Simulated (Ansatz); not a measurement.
Geometry relaxation of ZnSe (part 1 of 3)

ZnSe (slab, 16 atoms in the cell), computed with DFT PBE, scalar-relativistic, plane waves, PAW, no spin polarisation (Ansatz 0.2.0).

The structure derives from an entry of the Crystallography Open Database. The input holds or restrains some coordinates. Forces given for the steps count only the free coordinates. It belongs to a series of runs on one base structure; here: clean slab, lower planes held. Figures and captions count atoms from 1; the log counts them from 0 in places.

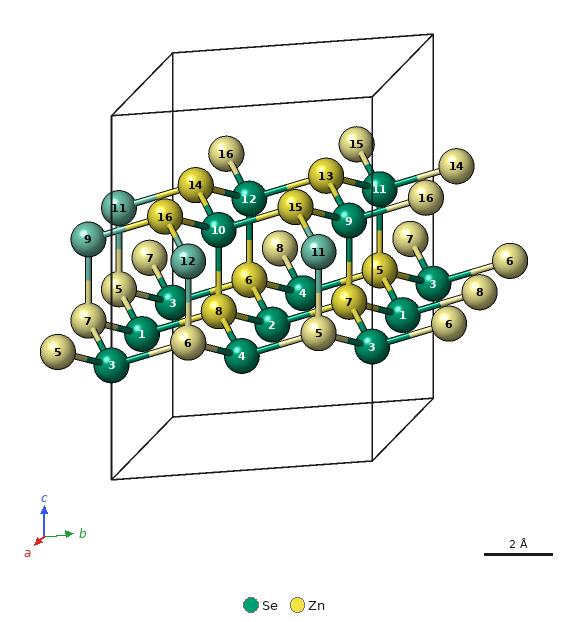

**Figure 1.** The starting structure (ball-and-stick view of the cell of the calculation, with the vacuum cut short, seen slightly off an axis; neighbours outside the cell are drawn fainter; atoms are numbered from 1 in the order of the input). An atom can appear more than once, as a periodic image.

The input
```yaml
crystal:
  lattice:
    - [8.10604627, 0.0, 0.0]
    - [-4.053023135, 7.0200419941, 0.0]
    - [0.0, 0.0, 20.1365994152]
  atoms:
    - { symbol: Se, position: [0.5, 0.0, 0.3972865445] }
    - { symbol: Se, position: [0.5, 0.5, 0.3972865445] }
    - { symbol: Se, position: [0.0, 0.0, 0.3972865445] }
    - { symbol: Se, position: [0.0, 0.5, 0.3972865445] }
    - { symbol: Zn, position: [0.1666666667, 0.8333333333, 0.4383719267] }
    - { symbol: Zn, position: [0.1666666667, 0.3333333333, 0.4383719267] }
    - { symbol: Zn, position: [0.6666666667, 0.8333333333, 0.4383719267] }
    - { symbol: Zn, position: [0.6666666667, 0.3333333333, 0.4383719267] }
    - { symbol: Se, position: [0.6666666667, 0.8333333333, 0.5616280733] }
    - { symbol: Se, position: [0.6666666667, 0.3333333333, 0.5616280733] }
    - { symbol: Se, position: [0.1666666667, 0.8333333333, 0.5616280733] }
    - { symbol: Se, position: [0.1666666667, 0.3333333333, 0.5616280733] }
    - { symbol: Zn, position: [0.3333333333, 0.6666666667, 0.6027134555] }
    - { symbol: Zn, position: [0.3333333333, 0.1666666667, 0.6027134555] }
    - { symbol: Zn, position: [0.8333333333, 0.6666666667, 0.6027134555] }
    - { symbol: Zn, position: [0.8333333333, 0.1666666667, 0.6027134555] }
basis:
  ecutwfc: 420
kpoints:
  mp_grid: { grid: [2, 2, 1] }
hamiltonian:
  xc: pbe
scf:
  occupations: { method: gaussian, width: 0.05 }
output:
  forces: true
  eigenvalues: true
  write_density: true
  write_potential: true
  elf: true
  volumetric_format: npy
relax:
  adjacent_minimum: "off"
  f_tol: 0.03
  max_steps: 70
  constraints: [{ sites: [0, 1, 2, 3, 4, 5, 6, 7] }]
efield:
  axis: 3
  dipole_correction: true
  ramp_width: 0.04
```

Launch command:
```bash
ansatz run input.yaml --threads 4 --pin off --max-ram 10240MiB --backend cpu --events-out ev --progress --plain --runs-dir out
```

Output
```
Engine: ansatz 0.2.0, x86_64-unknown-linux-gnu
Pseudopotentials: kind: paw
Pseudopotential: Se, paw, valence charge 16, recommended cutoff 420 eV (normal), Se.paw.azcp
Pseudopotential: Zn, paw, valence charge 12, recommended cutoff 420 eV (normal), Zn.paw.azcp
Functional definition: PBE
  parameter kappa = 0.804
  parameter beta = 0.06672455060314922
  exchange = pbe_x(kappa = kappa, mu = beta*pi^2/3)
  correlation = pbe_c(beta = beta)
Crystal: 16 atoms, lattice volume = 1145.869 Å³
Basis set: ecut = 420 eV, 22501 PW (Γ), exchange–correlation on 120×120×270 points (8 copies of the dense FFT grid, shifted against one another)
Bands: 135, of which v1, the nominal top of the filled ones, is band 112 counted from 1 (111 counted from 0)
Symmetry: 24 space group operations
Space group: P3m1 (ITA 156), of the structure as read, at distance tolerance 1.0e-4 Å
k-points: 2 of 4
Non-local potential: Se, projectors of the file, l = 0: 2, l = 1: 2, l = 2: 3, l = 3: 1
Non-local potential: Zn, projectors of the file, l = 0: 2, l = 1: 2, l = 2: 3, l = 3: 1
PAW form: soft (Blöchl's): semilocal exchange-correlation on the pseudo side does not see the compensation charge
PAW one-centre angular grid: Se, 590 points (default); XC on 64 Gauss nodes
PAW one-centre angular grid: Zn, 590 points (default); XC on 64 Gauss nodes
Initial density: superposition of atomic densities (neutral atoms: chi_scale 0, normalization atom), corrected by the library's trained network
Initial wavefunctions: pseudopotential atomic-orbital guess
Functional: x = pbe(κ = 0.804, μ = 0.2195149727645171), c = pbe(β = 0.06672455060314922)
SCF iter   1: F=—  HF=-70310.848208 eV  |F-HF|=—  |Δ(HF+E_count)|=         —  Δρ=1.96e-3  dr2=5.43e-1  ethr=1.77e-3  p=0.888 e·Å  D=1.40e-1 V/Å  ΔV_dip=-2.82 eV  dr2_dipole=2.13e-1  V_vac-E_F(+/−)=3.03/5.86 eV  ⟨swp⟩=7.0  Hψ=1104  notcnv=0  defer=19
efield: sawtooth ramp at fractional position 0.9800 (placed from the atoms, in the widest stretch of the axis that holds none; the zero of the levels goes with the place), width 0.0400; the density the first Hamiltonian is built on has a dipole p = 0.888 e·Å; the dipole correction subtracts the counter field D = 1.40e-1 V/Å, which shifts the + side's vacuum level by -2.82 eV against the − side's; the planar-averaged density in the ramp window peaks in size at 2.5e-5 e/Å³
preconditioner: auto → Resta (q_TF=auto, 2.078 Å⁻¹)  ε∞=2.7  [insulator: Δε(μ)=0.514 eV  Ē_g=9.997 eV  σ=0.050 eV  W_gap=1.00  n_scr=186 (ndim 8)  ℏωp=13.2 eV  f_vac=0.636  D(μ)=0.00/eV (n_scr^D=0)  ε∞_Penn≈2.7  vacuum switching on, ρ_ref=7.2e-3 e/Å³]
SCF iter   2: F=—  HF=-70310.891187 eV  |F-HF|=—  |Δ(HF+E_count)|=   4.30e-2  Δρ=3.54e-3  dr2=1.65e0  ethr=2.43e-4  p=1.222 e·Å  D=1.93e-1 V/Å  ΔV_dip=-3.89 eV  dr2_dipole=6.76e-1  V_vac-E_F(+/−)=2.27/6.16 eV  ⟨swp⟩=3.0  Hψ=356  notcnv=0  defer=38  recentre
preconditioner: auto → LDOS  [metal: Δε(μ)=0.024 eV  Ē_g=9.781 eV  σ=0.050 eV  W_gap=0.25  n_scr=186 (ndim 8)  ℏωp=13.2 eV  f_vac=0.636  D(μ)=14.63/eV (n_scr^D=50)  β→1.0]
SCF iter   3: F=—  HF=-70310.791901 eV  |F-HF|=—  |Δ(HF+E_count)|=   9.93e-2  Δρ=1.10e-3  dr2=1.44e-1  ethr=2.43e-4  p=0.972 e·Å  D=1.54e-1 V/Å  ΔV_dip=-3.09 eV  dr2_dipole=5.14e-2  V_vac-E_F(+/−)=2.84/5.94 eV  ⟨swp⟩=2.5  Hψ=289  notcnv=0  defer=38
SCF iter   4: F=—  HF=-70310.768738 eV  |F-HF|=—  |Δ(HF+E_count)|=   2.32e-2  Δρ=4.71e-4  dr2=7.24e-3  ethr=6.45e-5  p=1.035 e·Å  D=1.63e-1 V/Å  ΔV_dip=-3.29 eV  dr2_dipole=2.01e-3  V_vac-E_F(+/−)=2.66/5.96 eV  ⟨swp⟩=1.5  Hψ=332  notcnv=0  defer=33
SCF iter   5: F=—  HF=-70310.768185 eV  |F-HF|=—  |Δ(HF+E_count)|=   5.52e-4  Δρ=1.94e-4  dr2=2.75e-3  ethr=3.23e-6  p=1.064 e·Å  D=1.68e-1 V/Å  ΔV_dip=-3.38 eV  dr2_dipole=9.34e-4  V_vac-E_F(+/−)=2.59/5.97 eV  ⟨swp⟩=2.0  Hψ=382  notcnv=0  defer=33
SCF iter   6: F=—  HF=-70310.767879 eV  |F-HF|=—  |Δ(HF+E_count)|=   3.07e-4  Δρ=8.09e-5  dr2=3.38e-4  ethr=1.23e-6  p=1.057 e·Å  D=1.67e-1 V/Å  ΔV_dip=-3.36 eV  dr2_dipole=9.42e-5  V_vac-E_F(+/−)=2.60/5.96 eV  ⟨swp⟩=1.5  Hψ=263  notcnv=0  defer=33
SCF iter   7: F=-70310.767857 eV  HF=-70310.767864 eV  |F-HF|=6.55e-6  |Δ(HF+E_count)|=   1.52e-5  Δρ=3.42e-5  dr2=1.38e-5  ethr=1.00e-8  p=1.055 e·Å  D=1.67e-1 V/Å  ΔV_dip=-3.35 eV  dr2_dipole=1.69e-8  V_vac-E_F(+/−)=2.60/5.96 eV  ⟨swp⟩=29.5  Hψ=3038  notcnv=0
SCF 1 converged in 7 iterations: F = -70310.767857 eV  dr2 = 1.38e-5
  greatest PAW one-centre occupation: 1.000 electrons in one spin orbital (limit 2), on the Se atom at site 11 (counted from 0), in its partial waves of l = 2
relax step   1: F+E_penalty+E_count = -70310.76785700 eV  Δ(F+E_penalty+E_count) = +0.000e0 eV  max|allowed force component| = 1.470e0 eV/Å  Δτ_max = 0.0000 Å  (7 SCF iters, dr2 threshold 2.25e-5 eV, accepted)
Initial density: handed on by an earlier stage of this run
Initial wavefunctions: those handed on with the density
iter 1 solved again at ethr=8.15e-5 eV; its pass at ethr=3.10e-3 eV (dr2=1.83e-1 eV) is discarded
SCF iter   1: F=—  HF=-70311.528059 eV  |F-HF|=—  |Δ(HF+E_count)|=         —  Δρ=2.57e-3  dr2=1.76e-1  ethr=8.15e-5  p=1.055 e·Å  D=1.67e-1 V/Å  ΔV_dip=-3.35 eV  dr2_dipole=1.59e-2  V_vac-E_F(+/−)=2.63/5.99 eV  ⟨swp⟩=1.0  Hψ=941  notcnv=0  defer=33
efield: sawtooth ramp at fractional position 0.9800 (handed on by an earlier solve), width 0.0400; the density the first Hamiltonian is built on has a dipole p = 1.055 e·Å; the dipole correction subtracts the counter field D = 1.67e-1 V/Å, which shifts the + side's vacuum level by -3.35 eV against the − side's; the planar-averaged density in the ramp window peaks in size at 2.8e-6 e/Å³
preconditioner: auto → LDOS  [insulator: Δε(μ)=0.156 eV  Ē_g=9.899 eV  σ=0.050 eV  W_gap=0.97  n_scr=186 (ndim 8)  ℏωp=13.2 eV  f_vac=0.642  D(μ)=1.39/eV (n_scr^D=2)  ε∞_Penn≈2.8  β→1.0]
SCF iter   2: F=—  HF=-70311.577385 eV  |F-HF|=—  |Δ(HF+E_count)|=   4.93e-2  Δρ=3.29e-3  dr2=8.54e-1  ethr=7.85e-5  p=1.101 e·Å  D=1.74e-1 V/Å  ΔV_dip=-3.50 eV  dr2_dipole=2.01e-1  V_vac-E_F(+/−)=2.70/6.20 eV  ⟨swp⟩=2.5  Hψ=397  notcnv=0  defer=33  recentre
SCF iter   3: F=—  HF=-70311.501387 eV  |F-HF|=—  |Δ(HF+E_count)|=   7.60e-2  Δρ=1.23e-3  dr2=5.97e-2  ethr=7.85e-5  p=1.040 e·Å  D=1.64e-1 V/Å  ΔV_dip=-3.31 eV  dr2_dipole=1.18e-2  V_vac-E_F(+/−)=2.72/6.03 eV  ⟨swp⟩=2.0  Hψ=455  notcnv=0  defer=31
SCF iter   4: F=—  HF=-70311.495602 eV  |F-HF|=—  |Δ(HF+E_count)|=   5.78e-3  Δρ=2.97e-4  dr2=4.71e-3  ethr=2.67e-5  p=1.050 e·Å  D=1.66e-1 V/Å  ΔV_dip=-3.34 eV  dr2_dipole=1.01e-6  V_vac-E_F(+/−)=2.72/6.06 eV  ⟨swp⟩=2.0  Hψ=277  notcnv=0  defer=31
SCF iter   5: F=—  HF=-70311.494659 eV  |F-HF|=—  |Δ(HF+E_count)|=   9.43e-4  Δρ=1.16e-4  dr2=3.14e-4  ethr=2.10e-6  p=1.046 e·Å  D=1.65e-1 V/Å  ΔV_dip=-3.33 eV  dr2_dipole=3.63e-5  V_vac-E_F(+/−)=2.74/6.07 eV  ⟨swp⟩=2.0  Hψ=384  notcnv=0  defer=31
SCF iter   6: F=-70311.494680 eV  HF=-70311.494694 eV  |F-HF|=1.44e-5  |Δ(HF+E_count)|=   3.49e-5  Δρ=2.68e-5  dr2=2.33e-5  ethr=4.46e-8  p=1.046 e·Å  D=1.65e-1 V/Å  ΔV_dip=-3.33 eV  dr2_dipole=5.45e-6  V_vac-E_F(+/−)=2.74/6.07 eV  ⟨swp⟩=19.5  Hψ=2930  notcnv=0
SCF 2 converged in 6 iterations: F = -70311.494680 eV  dr2 = 2.33e-5
relax step   2: F+E_penalty+E_count = -70311.49467950 eV  Δ(F+E_penalty+E_count) = -7.268e-1 eV  max|allowed force component| = 7.263e-1 eV/Å  Δτ_max = 0.1372 Å  (6 SCF iters, dr2 threshold 1.00e-4 eV, accepted)
[... from here on the SCF iterations and repeated set-up lines of each step are left out, up to the last step ...]
SCF 3 converged in 9 iterations: F = -70311.802994 eV  dr2 = 3.06e-5
relax step   3: F+E_penalty+E_count = -70311.80299352 eV  Δ(F+E_penalty+E_count) = -3.083e-1 eV  max|allowed force component| = 1.875e-1 eV/Å  Δτ_max = 0.1887 Å  (9 SCF iters, dr2 threshold 3.30e-5 eV, accepted)
SCF 4 converged in 10 iterations: F = -70311.850825 eV  dr2 = 3.39e-7
relax step   4: F+E_penalty+E_count = -70311.85082474 eV  Δ(F+E_penalty+E_count) = -4.783e-2 eV  max|allowed force component| = 3.802e-2 eV/Å  Δτ_max = 0.1014 Å  (10 SCF iters, dr2 threshold 2.34e-6 eV, accepted)
SCF 5 converged in 7 iterations: F = -70311.854080 eV  dr2 = 3.29e-8
relax step   5: F+E_penalty+E_count = -70311.85407952 eV  Δ(F+E_penalty+E_count) = -3.255e-3 eV  max|allowed force component| = 3.461e-2 eV/Å  Δτ_max = 0.0175 Å  (7 SCF iters, accepted)
SCF 6 converged in 9 iterations: F = -70311.864602 eV  dr2 = 2.12e-8
relax step   6: F+E_penalty+E_count = -70311.86460165 eV  Δ(F+E_penalty+E_count) = -1.052e-2 eV  max|allowed force component| = 2.723e-2 eV/Å  Δτ_max = 0.1228 Å  (9 SCF iters, accepted)
SCF 7 converged in 8 iterations: F = -70311.866906 eV  dr2 = 3.33e-8
relax step   7: F+E_penalty+E_count = -70311.86690623 eV  Δ(F+E_penalty+E_count) = -2.305e-3 eV  max|allowed force component| = 2.308e-2 eV/Å  Δτ_max = 0.0327 Å  (8 SCF iters, accepted)
SCF 8 converged in 9 iterations: F = -70311.911126 eV  dr2 = 6.19e-8
relax step   8: F+E_penalty+E_count = -70311.91112591 eV  Δ(F+E_penalty+E_count) = -4.422e-2 eV  max|allowed force component| = 1.074e-1 eV/Å  Δτ_max = 0.1950 Å  (9 SCF iters, accepted)
SCF 9 converged in 7 iterations: F = -70312.064952 eV  dr2 = 3.19e-6
relax step   9: F+E_penalty+E_count = -70312.06495230 eV  Δ(F+E_penalty+E_count) = -1.538e-1 eV  max|allowed force component| = 2.551e-1 eV/Å  Δτ_max = 0.1943 Å  (7 SCF iters, dr2 threshold 8.29e-6 eV, accepted)
SCF 10 converged in 6 iterations: F = -70312.301549 eV  dr2 = 2.06e-5
relax step  10: F+E_penalty+E_count = -70312.30154856 eV  Δ(F+E_penalty+E_count) = -2.366e-1 eV  max|allowed force component| = 1.170e-1 eV/Å  Δτ_max = 0.1982 Å  (6 SCF iters, dr2 threshold 6.51e-5 eV, accepted)
SCF 11 converged in 7 iterations: F = -70312.351751 eV  dr2 = 1.92e-7
relax step  11: F+E_penalty+E_count = -70312.35175130 eV  Δ(F+E_penalty+E_count) = -5.020e-2 eV  max|allowed force component| = 8.047e-2 eV/Å  Δτ_max = 0.0899 Å  (7 SCF iters, dr2 threshold 2.88e-6 eV, accepted)
SCF 12 converged in 7 iterations: F = -70312.405507 eV  dr2 = 9.96e-7
relax step  12: F+E_penalty+E_count = -70312.40550719 eV  Δ(F+E_penalty+E_count) = -5.376e-2 eV  max|allowed force component| = 7.172e-2 eV/Å  Δτ_max = 0.1956 Å  (7 SCF iters, dr2 threshold 1.36e-6 eV, accepted)
SCF 13 converged in 5 iterations: F = -70312.406937 eV  dr2 = 1.79e-6
relax step  13: F+E_penalty+E_count = -70312.40693659 eV  Δ(F+E_penalty+E_count) = -1.429e-3 eV  max|allowed force component| = 4.258e-2 eV/Å  Δτ_max = 0.0200 Å  (5 SCF iters, dr2 threshold 2.43e-6 eV, accepted)
SCF iter   1: F=—  HF=-70312.408098 eV  |F-HF|=—  |Δ(HF+E_count)|=         —  Δρ=1.80e-4  dr2=2.26e-3  ethr=1.05e-5  p=0.378 e·Å  D=5.96e-2 V/Å  ΔV_dip=-1.20 eV  dr2_dipole=6.84e-4  V_vac-E_F(+/−)=4.48/5.68 eV  ⟨swp⟩=2.0  Hψ=481  notcnv=0  defer=37
efield: sawtooth ramp at fractional position 0.9800 (handed on by an earlier solve), width 0.0400; the density the first Hamiltonian is built on has a dipole p = 0.378 e·Å; the dipole correction subtracts the counter field D = 5.96e-2 V/Å, which shifts the + side's vacuum level by -1.20 eV against the − side's; the planar-averaged density in the ramp window peaks in size at 1.3e-5 e/Å³
preconditioner: auto → Resta (q_TF=auto, 2.078 Å⁻¹)  ε∞=2.6  [insulator: Δε(μ)=0.989 eV  Ē_g=10.372 eV  σ=0.050 eV  W_gap=1.00  n_scr=186 (ndim 8)  ℏωp=13.2 eV  f_vac=0.661  D(μ)=0.00/eV (n_scr^D=0)  ε∞_Penn≈2.6  vacuum switching on, ρ_ref=7.8e-3 e/Å³]
SCF iter   2: F=—  HF=-70312.407780 eV  |F-HF|=—  |Δ(HF+E_count)|=   3.18e-4  Δρ=1.47e-4  dr2=7.28e-4  ethr=1.01e-6  p=0.396 e·Å  D=6.25e-2 V/Å  ΔV_dip=-1.26 eV  dr2_dipole=1.95e-4  V_vac-E_F(+/−)=4.45/5.70 eV  ⟨swp⟩=2.0  Hψ=329  notcnv=0  defer=37
SCF iter   3: F=—  HF=-70312.407660 eV  |F-HF|=—  |Δ(HF+E_count)|=   1.20e-4  Δρ=6.05e-5  dr2=5.56e-5  ethr=3.25e-7  p=0.389 e·Å  D=6.15e-2 V/Å  ΔV_dip=-1.24 eV  dr2_dipole=2.68e-6  V_vac-E_F(+/−)=4.46/5.70 eV  ⟨swp⟩=2.0  Hψ=266  notcnv=0  defer=37
SCF iter   4: F=—  HF=-70312.407895 eV  |F-HF|=—  |Δ(HF+E_count)|=   2.35e-4  Δρ=1.32e-5  dr2=2.82e-6  ethr=2.48e-8  p=0.390 e·Å  D=6.16e-2 V/Å  ΔV_dip=-1.24 eV  dr2_dipole=4.89e-8  V_vac-E_F(+/−)=4.46/5.70 eV  ⟨swp⟩=2.0  Hψ=373  notcnv=0  defer=37
SCF iter   5: F=—  HF=-70312.407895 eV  |F-HF|=—  |Δ(HF+E_count)|=   6.25e-8  Δρ=4.75e-6  dr2=3.05e-7  ethr=1.26e-9  p=0.390 e·Å  D=6.16e-2 V/Å  ΔV_dip=-1.24 eV  dr2_dipole=3.07e-9  V_vac-E_F(+/−)=4.46/5.70 eV  ⟨swp⟩=2.0  Hψ=417  notcnv=0  defer=37
SCF iter   6: F=—  HF=-70312.407895 eV  |F-HF|=—  |Δ(HF+E_count)|=   2.16e-7  Δρ=4.33e-6  dr2=1.38e-7  ethr=4.46e-11  p=0.390 e·Å  D=6.16e-2 V/Å  ΔV_dip=-1.24 eV  dr2_dipole=1.63e-9  V_vac-E_F(+/−)=4.46/5.70 eV  ⟨swp⟩=16.5  Hψ=2237  notcnv=0
SCF iter   7: F=-70312.407895 eV  HF=-70312.407895 eV  |F-HF|=1.36e-8  |Δ(HF+E_count)|=   4.97e-8  Δρ=6.56e-7  dr2=4.31e-9  ethr=4.46e-11  p=0.390 e·Å  D=6.16e-2 V/Å  ΔV_dip=-1.24 eV  dr2_dipole=3.24e-10  V_vac-E_F(+/−)=4.46/5.70 eV  ⟨swp⟩=11.0  Hψ=1818  notcnv=0
SCF 14 converged in 7 iterations: F = -70312.407895 eV  dr2 = 4.31e-9
relax step  14: F+E_penalty+E_count = -70312.40789502 eV  Δ(F+E_penalty+E_count) = -9.584e-4 eV  max|allowed force component| = 8.628e-4 eV/Å  Δτ_max = 0.0081 Å  (7 SCF iters, accepted)
```

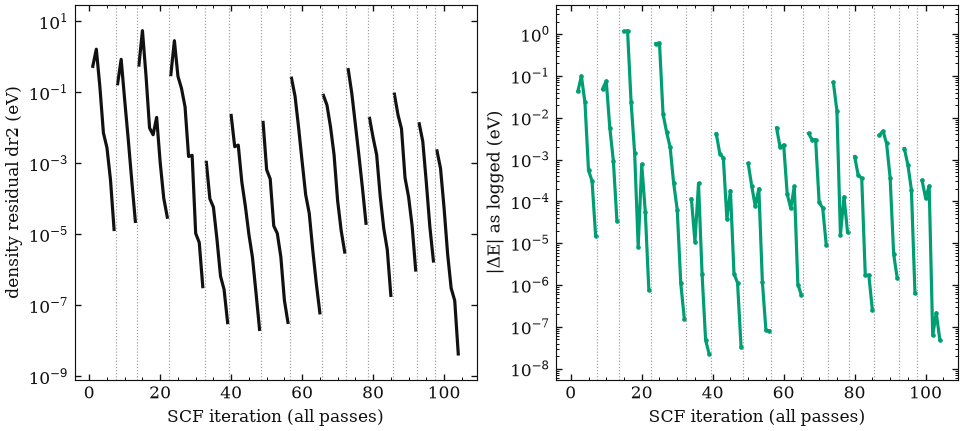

**Figure 2.** Convergence of the self-consistent field: density residual dr2 and size of the energy change against the SCF iteration. The dotted lines part the SCF passes of the relaxation: geometry steps, rejected trials and re-solves on a re-selected basis. The 14 passes take 5 to 10 iterations each, 104 in all.
